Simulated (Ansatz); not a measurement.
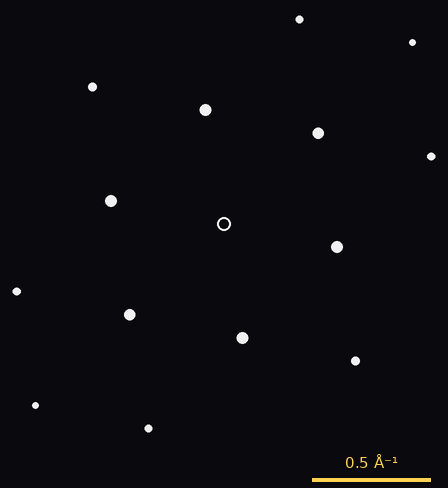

The pattern is a kinematic simulation for 100 kV electrons (no multiple scattering; isotropic B = 1 Å²).

Phase: Fe, space group Immm (No. 71), a = 2.42 Å, b = 3.61 Å, c = 7.45 Å. Structure: coordinates from a relaxation with DFT PBE, scalar-relativistic, plane waves, PAW in Ansatz 0.2.0; the starting structure was generated, so it need not be a known form of this composition.

Measure the pattern against the scale bar and name the zone.

Answer. The spots form a centred rectangular net with both shortest vectors at d = 2.05 Å, 69.1° apart. They index as 0 1 3 and 0 -1 3, so the zone axis is [100]. The zones [001], [331] give nearly the same net, so geometry alone does not settle it; this pattern was computed for [100].

Which reflections of this zone are missing, and why?

Answer. The lattice centring (I) removes all reflections that break h + k + l = 2n; reflections such as 0 0 2, 0 1 -1, 0 1 1 are allowed but too weak to see at this display level.

List the strongest reflections.

Answer. Strongest reflections with d > 1.13 Å, one of each family (|F|² from tabulated Gaussian fits of the electron scattering factors, times a small damping for the curvature of the Ewald sphere):

| hkl | d (Å) | I (strongest = 100) |
| --- | --- | --- |
| 0 1 3 | 2.045 | 100 |
| 0 2 0 | 1.803 | 76 |
| 0 0 6 | 1.242 | 29 |
